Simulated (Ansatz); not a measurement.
The structure in question:

```yaml
crystal:
  lattice:
    - [2.31064, 0.00000, 0.00000]
    - [-1.15532, 2.00107, 0.00000]
    - [0.00000, 0.00000, 3.84593]
  atoms:
    - { symbol: C, position: [0.33333, 0.66667, 0.06273] }
    - { symbol: C, position: [0.66667, 0.33333, 0.56273] }
    - { symbol: C, position: [0.33333, 0.66667, 0.43727] }
    - { symbol: C, position: [0.66667, 0.33333, 0.93727] }
```

Say what kind of structure these coordinates give.

Answer. The element is carbon. Space group: P6_3/mmc (No. 194). Lattice: primitive hexagonal. The arrangement is known as hexagonal diamond (lonsdaleite type). The cell holds four atoms. The coordination shell of C holds four C in a tetrahedral arrangement at 1.42 to 1.44 Å. The bonds build a three-dimensional framework.

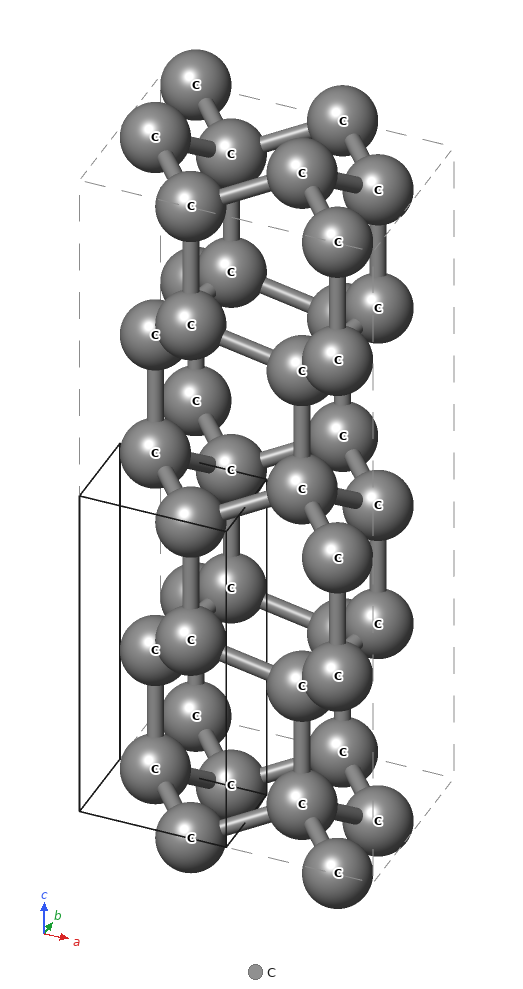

This ball-and-stick model is shown slightly off an axis. The drawing covers 2×2×2 cells, and the solid lines enclose one conventional unit cell.

Starting structure: an entry, possibly a prediction, of the Crystallography Open Database. The cell was then strained or its atoms displaced on purpose. A calculation with Ansatz used it as input.

At this level of theory the cell isn't at rest (compressed, at 171 GPa), so its distances can differ from those at equilibrium, the more so the softer the solid.
